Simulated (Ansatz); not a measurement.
A series of calculations on Ga3Se

**1. A change**

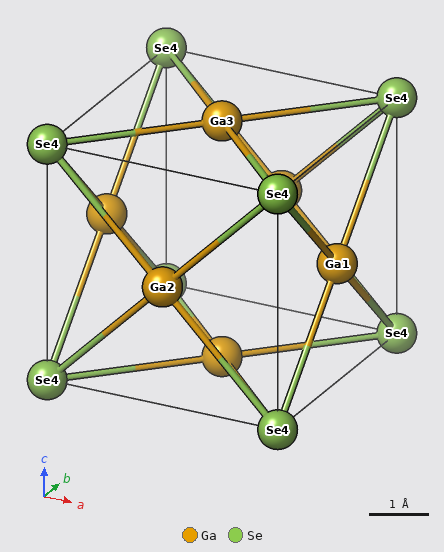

The starting point is a symmetric starting cell of Ga3Se. A ball-and-stick model of the cell of the calculation, seen from a free direction.

Computed with Ansatz, DFT r2SCAN, scalar-relativistic, plane waves, PAW. Settings: plane-wave cutoff 500 eV; k-point mesh 10 × 10 × 10; occupations gaussian; smearing width 0.1 eV; no spin polarisation.

The variant: All lengths are scaled by −0.7 % (volume −2.2 %), the atoms keeping their fractional coordinates. No relaxation follows. The starting cell wasn't computed here and needn't be at equilibrium, so pressure and forces aren't due to the change alone.

Question: Predict the response.

Answer: The pressure is −1.0 GPa (not all of it need come from the change, since the unchanged cell can be under pressure at this level too). All forces vanish by symmetry. Near-neighbour distances before and after: Ga–Se 3.134 → 3.111 Å. The space group stays Pm-3m (No. 221).

**2. A change**

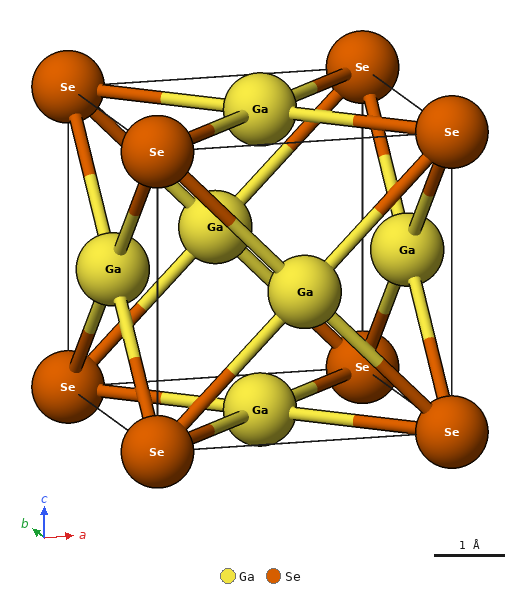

This is a symmetric starting cell of Ga₃Se. A ball-and-stick model of the cell of the calculation, seen slightly off an axis.

All numbers below come from DFT PBE, scalar-relativistic, plane waves, PAW in Ansatz 0.2.0. Set-up: plane-wave cutoff 420 eV; k-point mesh 10 × 10 × 10; occupations gaussian; smearing width 0.1 eV; no spin polarisation.

The variant: All lengths are scaled by −2.1 % (volume −6.1 %), the atoms keeping their fractional coordinates. No relaxation follows. The starting cell wasn't computed here and needn't be at equilibrium, so pressure and forces aren't due to the change alone.

Input file:
```yaml
crystal:
  lattice:
    - [4.341156221, 0.0, 0.0]
    - [0.0, 4.341156221, 0.0]
    - [0.0, 0.0, 4.341156221]
  atoms:
    - { symbol: Ga, position: [0.0, 0.5, 0.5] }
    - { symbol: Ga, position: [0.5, 0.0, 0.5] }
    - { symbol: Ga, position: [0.5, 0.5, 0.0] }
    - { symbol: Se, position: [0.0, 0.0, 0.0] }
basis:
  ecutwfc: 420
kpoints:
  mp_grid: { grid: [10, 10, 10] }
hamiltonian:
  xc: pbe
scf:
  occupations: { method: gaussian, width: 0.1 }
output:
  forces: true
  stress: true
  eigenvalues: true
  populations: true
```

> Predict the response.

The pressure is 2.0 GPa (not all of it need come from the change, since the unchanged cell can be under pressure at this level too). All forces vanish by symmetry. Near-neighbour distances before and after: Ga–Se 3.134 → 3.070 Å. The space group stays Pm-3m (No. 221).

The changed structure in the same view:

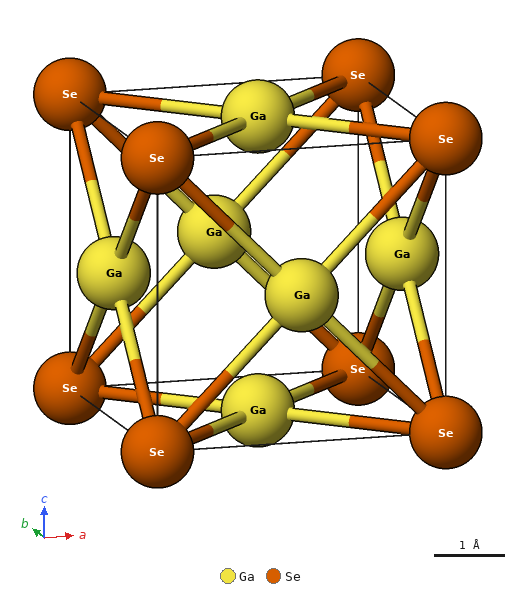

**3. Distortion**

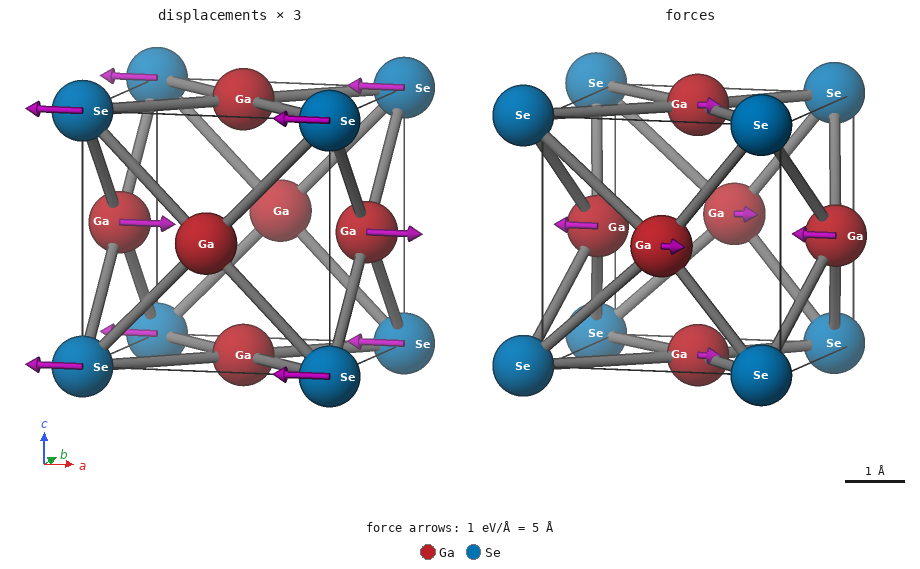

Left: a symmetric starting cell of Ga3Se, with purple arrows for the displacements applied to it (without the part that the change of the cell carries along). Right: the displaced structure with the computed forces. Besides, the cell is strained by −3.7 % along a and −2.2 % across it (volume −7.8 %). A ball-and-stick model of the cell of the calculation, seen slightly off an axis.

The calculation used Ansatz, DFT PBEsol, scalar-relativistic, plane waves, PAW. Set-up: plane-wave cutoff 420 eV; k-point mesh 8 × 8 × 8; occupations gaussian; smearing width 0.1 eV; no spin polarisation.

Question: Where do the forces point?

Answer: Atoms are displaced by 0.34 Å relative to the cell: Se 0.34 Å along −a. No relaxation follows. The starting cell wasn't computed here and needn't be at equilibrium, so pressure and forces aren't due to the change alone. The pressure is −0.3 GPa (not all of it need come from the change, since the unchanged cell can be under pressure at this level too). The principal stresses (compression positive) are −1.5 GPa along a and 0.3 GPa across it. The largest force is 0.16 eV/Å, on a Ga atom. The forces point partly back along the displacements (cosine −0.49). Some distances before and after: Ga–Se 3.134 → 2.812 to 3.294 Å. The space group (tolerance 0.01 Å) goes from Pm-3m (No. 221) to P4mm (No. 99).
